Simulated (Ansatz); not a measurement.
# Run report: O, geometry relaxation (part 1 of 2)

The run: geometry relaxation of O (2 atoms in the cell). Method and program: DFT, LDA, PAW with Ansatz's default frozen-core files, scalar-relativistic, no spin polarisation (Ansatz 0.2.0).

The structure was built on a prototype by a generator; it need not be a known phase. It belongs to a series of runs on one base structure; here: cell relaxed at zero pressure. Figures and captions count atoms from 1; the log counts them from 0 in places.

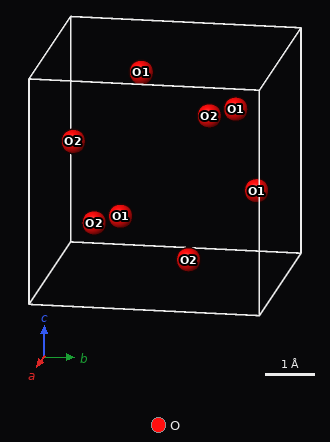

*The input geometry (ball-and-stick view of the cell 4 times as large as that of the calculation, set on its symmetry axes, seen slightly off an axis; atoms are numbered from 1 in the order of the input). An atom can appear more than once, as a periodic image.*

The input
```yaml
crystal:
  lattice:
    - [0.0, 2.3957099285, 2.3957099285]
    - [2.3957099285, 0.0, 2.3957099285]
    - [2.3957099285, 2.3957099285, 0.0]
  atoms:
    - { symbol: O, position: [-0.125, -0.125, -0.125] }
    - { symbol: O, position: [0.125, 0.125, 0.125] }
kpoints:
  mp_grid: { grid: [14, 14, 14] }
scf:
  occupations: { method: fermi_dirac, width: 0.08 }
hamiltonian:
  xc: lda
  pseudopotentials: { kind: paw }
output:
  forces: true
  stress: true
relax:
  f_tol: 0.005
  max_steps: 40
  cell: {}
```

Run on 1 thread of Arm Neoverse V1, 112 GiB of memory available, shared host.

Run as:
```bash
ansatz run input.yaml --threads 1 --pin off --max-ram 2048MiB --backend cpu --events-out ev --progress --plain --runs-dir out
```

Output
```
Engine: ansatz 0.2.0, aarch64-unknown-linux-gnu
Pseudopotentials: kind: paw
Pseudopotential: O, paw, valence charge 6, recommended cutoff 420 eV (normal), O.paw.azcp
Functional definition: SPW92
  exchange = slater_x
  correlation = pw_c
Crystal: 2 atoms, lattice volume = 27.500 Å³
Basis set: ecut = 420 eV, 537 PW (Γ)
Bands: 10, of which v1, the nominal top of the filled ones, is band 6 counted from 1 (5 counted from 0)
Symmetry: 48 space group operations
Space group: Fd-3m (ITA 227), of the structure as read, at distance tolerance 3.0e-5 Å
k-points: 104 of 2744
Non-local potential: O, projectors of the file, l = 0: 2, l = 1: 2, l = 2: 1
PAW form: soft (Blöchl's): semilocal exchange-correlation on the pseudo side does not see the compensation charge
PAW frozen core: O, regenerated for the run's functional, and the local potential with it (the file was generated under x = pbe(κ = 0.804, μ = 0.2195149727645171), c = pbe(β = 0.06672455060314922))
PAW one-centre angular grid: O, 110 points (default); XC on 64 Gauss nodes
Initial density: superposition of atomic densities (neutral atoms: chi_scale 0, normalization atom), corrected by the library's trained network
Initial wavefunctions: pseudopotential atomic-orbital guess
Functional: x = slater, c = lda
SCF iter   1: F=—  HF=-1100.716639 eV  |F-HF|=—  |Δ(HF+E_count)|=         —  Δρ=7.45e-3  dr2=9.16e-3  ethr=1.77e-3  ⟨swp⟩=4.8  Hψ=5815  notcnv=0
preconditioner: auto → LDOS  [metal: Δε(μ)=0.028 eV  Ē_g=14.187 eV  σ=0.080 eV  W_gap=0.09  n_scr=8 (ndim 8)  ℏωp=24.5 eV  f_vac=0.114  D(μ)=1.65/eV (n_scr^D=14)  β→1.0]
SCF iter   2: F=—  HF=-1100.715541 eV  |F-HF|=—  |Δ(HF+E_count)|=   1.10e-3  Δρ=1.69e-3  dr2=1.78e-4  ethr=7.63e-5  ⟨swp⟩=2.9  Hψ=2796  notcnv=0
SCF iter   3: F=—  HF=-1100.715664 eV  |F-HF|=—  |Δ(HF+E_count)|=   1.23e-4  Δρ=3.23e-4  dr2=1.72e-5  ethr=1.49e-6  ⟨swp⟩=2.1  Hψ=1539  notcnv=0
SCF iter   4: F=—  HF=-1100.715659 eV  |F-HF|=—  |Δ(HF+E_count)|=   5.47e-6  Δρ=1.31e-4  dr2=2.80e-6  ethr=1.43e-7  ⟨swp⟩=2.0  Hψ=1624  notcnv=0
SCF iter   5: F=—  HF=-1100.715658 eV  |F-HF|=—  |Δ(HF+E_count)|=   5.36e-7  Δρ=2.88e-5  dr2=1.37e-7  ethr=2.33e-8  ⟨swp⟩=2.8  Hψ=1758  notcnv=0
SCF iter   6: F=-1100.715658 eV  HF=-1100.715658 eV  |F-HF|=9.04e-10  |Δ(HF+E_count)|=   2.92e-8  Δρ=3.07e-6  dr2=1.55e-9  ethr=8.33e-10  ⟨swp⟩=3.7  Hψ=2889  notcnv=0
SCF 1 converged in 6 iterations: F = -1100.715658 eV  dr2 = 1.55e-9
  greatest PAW one-centre occupation: 0.898 electrons in one spin orbital (limit 2), on the O atom at site 1 (counted from 0), in its partial waves of l = 0
relax step   1: F+E_penalty+E_count = -1100.71565794 eV  Δ(F+E_penalty+E_count) = +0.000e0 eV  max|allowed force component| = 1.388e-17 eV/Å  Δτ_max = 0.0000 Å  P = -23.625 GPa  Ω = 27.500 Å³  (6 SCF iters, dr2 threshold 1.00e-7 eV, accepted)
Crystal: 2 atoms, lattice volume = 23.671 Å³
Basis set: ecut = 420 eV, 459 PW (Γ)
Initial density: handed on by an earlier stage of this run
Initial wavefunctions: those handed on with the density
iter 1 solved again at ethr=4.30e-5 eV; its pass at ethr=3.10e-3 eV (dr2=5.16e-3 eV) is discarded
SCF iter   1: F=—  HF=-1101.247789 eV  |F-HF|=—  |Δ(HF+E_count)|=         —  Δρ=6.15e-3  dr2=5.19e-3  ethr=4.30e-5  ⟨swp⟩=1.0  Hψ=7998  notcnv=0
preconditioner: auto → LDOS  [metal: Δε(μ)=0.024 eV  Ē_g=15.036 eV  σ=0.080 eV  W_gap=0.08  n_scr=8 (ndim 8)  ℏωp=26.4 eV  f_vac=0.073  D(μ)=1.51/eV (n_scr^D=14)  β→1.0]
SCF iter   2: F=—  HF=-1101.245782 eV  |F-HF|=—  |Δ(HF+E_count)|=   2.01e-3  Δρ=1.47e-3  dr2=1.32e-4  ethr=4.30e-5  ⟨swp⟩=2.3  Hψ=1828  notcnv=0
SCF iter   3: F=—  HF=-1101.245787 eV  |F-HF|=—  |Δ(HF+E_count)|=   5.59e-6  Δρ=2.53e-4  dr2=1.11e-5  ethr=1.10e-6  ⟨swp⟩=2.1  Hψ=1558  notcnv=0
SCF iter   4: F=—  HF=-1101.245784 eV  |F-HF|=—  |Δ(HF+E_count)|=   3.73e-6  Δρ=4.73e-5  dr2=4.22e-7  ethr=9.22e-8  ⟨swp⟩=2.8  Hψ=1765  notcnv=0
SCF iter   5: F=-1101.245784 eV  HF=-1101.245784 eV  |F-HF|=5.58e-9  |Δ(HF+E_count)|=   1.31e-7  Δρ=6.97e-6  dr2=8.93e-9  ethr=1.67e-9  ⟨swp⟩=3.8  Hψ=2918  notcnv=0
SCF 2 converged in 5 iterations: F = -1101.245784 eV  dr2 = 8.93e-9
  greatest PAW one-centre occupation: 0.902 electrons in one spin orbital (limit 2), on the O atom at site 1 (counted from 0), in its partial waves of l = 0
relax step   2: F+E_penalty+E_count = -1101.24578362 eV  Δ(F+E_penalty+E_count) = -5.301e-1 eV  max|allowed force component| = 1.249e-16 eV/Å  Δτ_max = 0.0000 Å  P = -16.994 GPa  Ω = 23.671 Å³  energy of the carried Pulay correction = +3.231e-2 eV  (5 SCF iters, dr2 threshold 2.00e-7 eV, accepted)
Crystal: 2 atoms, lattice volume = 20.215 Å³
Basis set: ecut = 420 eV, 411 PW (Γ)
iter 1 solved again at ethr=1.14e-4 eV; its pass at ethr=3.10e-3 eV (dr2=1.37e-2 eV) is discarded
SCF iter   1: F=—  HF=-1101.511386 eV  |F-HF|=—  |Δ(HF+E_count)|=         —  Δρ=1.04e-2  dr2=1.38e-2  ethr=1.14e-4  ⟨swp⟩=1.0  Hψ=7992  notcnv=0
preconditioner: auto → LDOS  [metal: Δε(μ)=0.036 eV  Ē_g=16.000 eV  σ=0.080 eV  W_gap=0.11  n_scr=0 (ndim 8)  ℏωp=28.6 eV  f_vac=0.028  D(μ)=1.44/eV (n_scr^D=14)  β→1.0]
SCF iter   2: F=—  HF=-1101.505786 eV  |F-HF|=—  |Δ(HF+E_count)|=   5.60e-3  Δρ=2.42e-3  dr2=2.94e-4  ethr=1.14e-4  ⟨swp⟩=2.2  Hψ=2004  notcnv=0
SCF iter   3: F=—  HF=-1101.505811 eV  |F-HF|=—  |Δ(HF+E_count)|=   2.44e-5  Δρ=4.34e-4  dr2=2.59e-5  ethr=2.45e-6  ⟨swp⟩=2.1  Hψ=1550  notcnv=0
SCF iter   4: F=—  HF=-1101.505802 eV  |F-HF|=—  |Δ(HF+E_count)|=   9.02e-6  Δρ=1.20e-4  dr2=2.22e-6  ethr=2.15e-7  ⟨swp⟩=2.6  Hψ=1740  notcnv=0
SCF iter   5: F=-1101.505801 eV  HF=-1101.505801 eV  |F-HF|=5.81e-8  |Δ(HF+E_count)|=   8.10e-7  Δρ=2.33e-5  dr2=8.34e-8  ethr=1.67e-9  ⟨swp⟩=4.0  Hψ=3410  notcnv=0
SCF 3 converged in 5 iterations: F = -1101.505801 eV  dr2 = 8.34e-8
  greatest PAW one-centre occupation: 0.908 electrons in one spin orbital (limit 2), on the O atom at site 1 (counted from 0), in its partial waves of l = 0
relax step   3: F+E_penalty+E_count = -1101.50580093 eV  Δ(F+E_penalty+E_count) = -2.600e-1 eV  max|allowed force component| = 1.110e-16 eV/Å  Δτ_max = 0.0000 Å  P = -1.711 GPa  Ω = 20.215 Å³  energy of the carried Pulay correction = +6.595e-2 eV  (5 SCF iters, dr2 threshold 2.00e-7 eV, accepted)
Crystal: 2 atoms, lattice volume = 19.956 Å³
Basis set: ecut = 420 eV, 387 PW (Γ)
iter 1 solved again at ethr=1.53e-6 eV; its pass at ethr=3.10e-3 eV (dr2=1.84e-4 eV) is discarded
SCF iter   1: F=—  HF=-1101.509903 eV  |F-HF|=—  |Δ(HF+E_count)|=         —  Δρ=1.12e-3  dr2=1.63e-4  ethr=1.53e-6  ⟨swp⟩=1.9  Hψ=7349  notcnv=0
preconditioner: auto → LDOS  [metal: Δε(μ)=0.027 eV  Ē_g=16.045 eV  σ=0.080 eV  W_gap=0.08  n_scr=0 (ndim 8)  ℏωp=28.8 eV  f_vac=0.033  D(μ)=1.44/eV (n_scr^D=14)  β→1.0]
SCF iter   2: F=—  HF=-1101.509838 eV  |F-HF|=—  |Δ(HF+E_count)|=   6.55e-5  Δρ=2.61e-4  dr2=3.40e-6  ethr=1.35e-6  ⟨swp⟩=2.3  Hψ=1643  notcnv=0
SCF iter   3: F=—  HF=-1101.509838 eV  |F-HF|=—  |Δ(HF+E_count)|=   3.37e-7  Δρ=4.84e-5  dr2=3.08e-7  ethr=1.67e-9  ⟨swp⟩=4.0  Hψ=3425  notcnv=0
SCF iter   4: F=-1101.509838 eV  HF=-1101.509838 eV  |F-HF|=3.16e-8  |Δ(HF+E_count)|=   1.02e-7  Δρ=1.74e-5  dr2=4.40e-8  ethr=1.67e-9  ⟨swp⟩=3.9  Hψ=3014  notcnv=0
SCF 4 converged in 4 iterations: F = -1101.509838 eV  dr2 = 4.40e-8
relax step   4: F+E_penalty+E_count = -1101.50983806 eV  Δ(F+E_penalty+E_count) = -4.037e-3 eV  max|allowed force component| = 1.434e-16 eV/Å  Δτ_max = 0.0000 Å  P = +0.094 GPa  Ω = 19.956 Å³  energy of the carried Pulay correction = +6.867e-2 eV  (4 SCF iters, dr2 threshold 2.00e-7 eV, accepted)
Crystal: 2 atoms, lattice volume = 19.969 Å³
iter 1 solved again at ethr=1.92e-9 eV; its pass at ethr=3.10e-3 eV (dr2=2.30e-7 eV) is discarded
SCF iter   1: F=—  HF=-1101.509706 eV  |F-HF|=—  |Δ(HF+E_count)|=         —  Δρ=3.88e-5  dr2=1.84e-7  ethr=1.92e-9  ⟨swp⟩=2.2  Hψ=7297  notcnv=0
preconditioner: auto → LDOS  [metal: Δε(μ)=0.027 eV  Ē_g=16.037 eV  σ=0.080 eV  W_gap=0.09  n_scr=0 (ndim 8)  ℏωp=28.8 eV  f_vac=0.038  D(μ)=1.44/eV (n_scr^D=14)  β→1.0]
SCF iter   2: F=-1101.509706 eV  HF=-1101.509706 eV  |F-HF|=3.88e-10  |Δ(HF+E_count)|=   7.50e-8  Δρ=9.24e-6  dr2=4.13e-9  ethr=1.86e-10  ⟨swp⟩=2.4  Hψ=3820  notcnv=0
SCF 5 converged in 2 iterations: F = -1101.509706 eV  dr2 = 4.13e-9
relax step   5: F+E_penalty+E_count = -1101.50970560 eV  Δ(F+E_penalty+E_count) = +1.325e-4 eV  max|allowed force component| = 1.712e-16 eV/Å  Δτ_max = 0.0000 Å  P = +0.003 GPa  Ω = 19.969 Å³  energy of the carried Pulay correction = +6.853e-2 eV  (2 SCF iters, dr2 threshold 2.23e-8 eV, accepted)
Initial wavefunctions: pseudopotential atomic-orbital guess (no wavefunctions were taken with the density)
iter 1 solved again at ethr=7.00e-7 eV; its pass at ethr=3.10e-3 eV (dr2=8.40e-5 eV) is discarded
SCF iter   1: F=—  HF=-1101.492607 eV  |F-HF|=—  |Δ(HF+E_count)|=         —  Δρ=1.68e-3  dr2=7.33e-5  ethr=7.00e-7  ⟨swp⟩=2.1  Hψ=8361  notcnv=0
preconditioner: auto → LDOS  [metal: Δε(μ)=0.029 eV  Ē_g=16.038 eV  σ=0.080 eV  W_gap=0.09  n_scr=0 (ndim 8)  ℏωp=28.8 eV  f_vac=0.037  D(μ)=1.44/eV (n_scr^D=14)  β→1.0]
SCF iter   2: F=—  HF=-1101.492608 eV  |F-HF|=—  |Δ(HF+E_count)|=   6.16e-7  Δρ=3.69e-4  dr2=1.11e-5  ethr=6.11e-7  ⟨swp⟩=2.0  Hψ=1683  notcnv=0
SCF iter   3: F=—  HF=-1101.492602 eV  |F-HF|=—  |Δ(HF+E_count)|=   5.74e-6  Δρ=3.35e-5  dr2=8.16e-8  ethr=9.26e-8  ⟨swp⟩=2.3  Hψ=1660  notcnv=0
SCF iter   4: F=—  HF=-1101.492604 eV  |F-HF|=—  |Δ(HF+E_count)|=   1.39e-6  Δρ=3.82e-6  dr2=2.01e-9  ethr=6.80e-10  ⟨swp⟩=1.2  Hψ=1110  notcnv=0
SCF iter   5: F=-1101.492604 eV  HF=-1101.492604 eV  |F-HF|=1.14e-12  |Δ(HF+E_count)|=  3.36e-10  Δρ=1.24e-7  dr2=2.96e-12  ethr=1.00e-12  ⟨swp⟩=3.8  Hψ=4722  notcnv=0
SCF 6 converged in 5 iterations: F = -1101.492604 eV  dr2 = 2.96e-12
relax step   6: F+E_penalty+E_count = -1101.49260357 eV  Δ(F+E_penalty+E_count) = +1.710e-2 eV  max|allowed force component| = 1.480e-16 eV/Å  Δτ_max = 0.0000 Å  P = -1.700 GPa  Ω = 19.969 Å³  stress off target by 1.70e0 GPa  SCF on the basis re-selected at this cell (its energy is not comparable with the rows above)  (5 SCF iters)
basis re-selected at this cell: Δ(F+E_penalty+E_count) = +1.710e-2 eV, ΔP = -1.702 GPa vs the last step (what re-selecting the basis moved, of the pressure what is left beyond the Pulay correction that the steps carried, after the strain that the cell walked since its last selection, with what the two solves' SCF thresholds leave and, on support functions, any second-order correction that the steps lacked; it is no measure of the basis error at this ecutwfc). This SCF's stress stands 1.70e0 GPa from its target on what of the cell is left free (relax.cell.stress_tol is 5.00e-2 GPa) and its largest allowed force component is 1.48e-16 eV/Å (relax.f_tol is 5.00e-3 eV/Å): not within both, so this SCF does not close the relaxation
Crystal: 2 atoms, lattice volume = 19.731 Å³
iter 1 solved again at ethr=1.41e-6 eV; its pass at ethr=3.10e-3 eV (dr2=1.69e-4 eV) is discarded
SCF iter   1: F=—  HF=-1101.496116 eV  |F-HF|=—  |Δ(HF+E_count)|=         —  Δρ=1.11e-3  dr2=1.50e-4  ethr=1.41e-6  ⟨swp⟩=1.7  Hψ=7256  notcnv=0
preconditioner: auto → LDOS  [metal: Δε(μ)=0.022 eV  Ē_g=16.119 eV  σ=0.080 eV  W_gap=0.07  n_scr=0 (ndim 8)  ℏωp=29.0 eV  f_vac=0.030  D(μ)=1.44/eV (n_scr^D=14)  β→1.0]
SCF iter   2: F=—  HF=-1101.496054 eV  |F-HF|=—  |Δ(HF+E_count)|=   6.13e-5  Δρ=2.66e-4  dr2=3.39e-6  ethr=1.25e-6  ⟨swp⟩=2.2  Hψ=1636  notcnv=0
SCF iter   3: F=—  HF=-1101.496054 eV  |F-HF|=—  |Δ(HF+E_count)|=   1.81e-7  Δρ=4.43e-5  dr2=2.73e-7  ethr=1.67e-9  ⟨swp⟩=4.0  Hψ=3428  notcnv=0
SCF iter   4: F=-1101.496054 eV  HF=-1101.496054 eV  |F-HF|=1.21e-8  |Δ(HF+E_count)|=   9.41e-8  Δρ=1.08e-5  dr2=1.76e-8  ethr=1.67e-9  ⟨swp⟩=3.8  Hψ=2992  notcnv=0
SCF 7 converged in 4 iterations: F = -1101.496054 eV  dr2 = 1.76e-8
  greatest PAW one-centre occupation: 0.909 electrons in one spin orbital (limit 2), on the O atom at site 1 (counted from 0), in its partial waves of l = 0
relax step   7: F+E_penalty+E_count = -1101.49605437 eV  Δ(F+E_penalty+E_count) = -3.451e-3 eV  max|allowed force component| = 3.886e-16 eV/Å  Δτ_max = 0.0000 Å  P = +0.184 GPa  Ω = 19.731 Å³  energy of the carried Pulay correction = +2.311e-3 eV  (4 SCF iters, dr2 threshold 2.00e-7 eV, accepted)
Crystal: 2 atoms, lattice volume = 19.754 Å³
iter 1 solved again at ethr=1.14e-8 eV; its pass at ethr=3.10e-3 eV (dr2=1.36e-6 eV) is discarded
SCF iter   1: F=—  HF=-1101.495846 eV  |F-HF|=—  |Δ(HF+E_count)|=         —  Δρ=9.89e-5  dr2=1.16e-6  ethr=1.14e-8  ⟨swp⟩=2.3  Hψ=7148  notcnv=0
preconditioner: auto → LDOS  [metal: Δε(μ)=0.023 eV  Ē_g=16.107 eV  σ=0.080 eV  W_gap=0.07  n_scr=0 (ndim 8)  ℏωp=28.9 eV  f_vac=0.030  D(μ)=1.44/eV (n_scr^D=14)  β→1.0]
SCF iter   2: F=-1101.495846 eV  HF=-1101.495846 eV  |F-HF|=2.67e-9  |Δ(HF+E_count)|=   4.78e-7  Δρ=2.37e-5  dr2=2.69e-8  ethr=7.05e-10  ⟨swp⟩=2.6  Hψ=3838  notcnv=0
SCF 8 converged in 2 iterations: F = -1101.495846 eV  dr2 = 2.69e-8
relax step   8: F+E_penalty+E_count = -1101.49584554 eV  Δ(F+E_penalty+E_count) = +2.088e-4 eV  max|allowed force component| = 4.117e-16 eV/Å  Δτ_max = 0.0000 Å  P = -0.002 GPa  Ω = 19.754 Å³  energy of the carried Pulay correction = +2.089e-3 eV  (2 SCF iters, dr2 threshold 8.46e-8 eV, accepted)
iter 1 solved again at ethr=3.38e-8 eV; its pass at ethr=3.10e-3 eV (dr2=4.06e-6 eV) is discarded
```
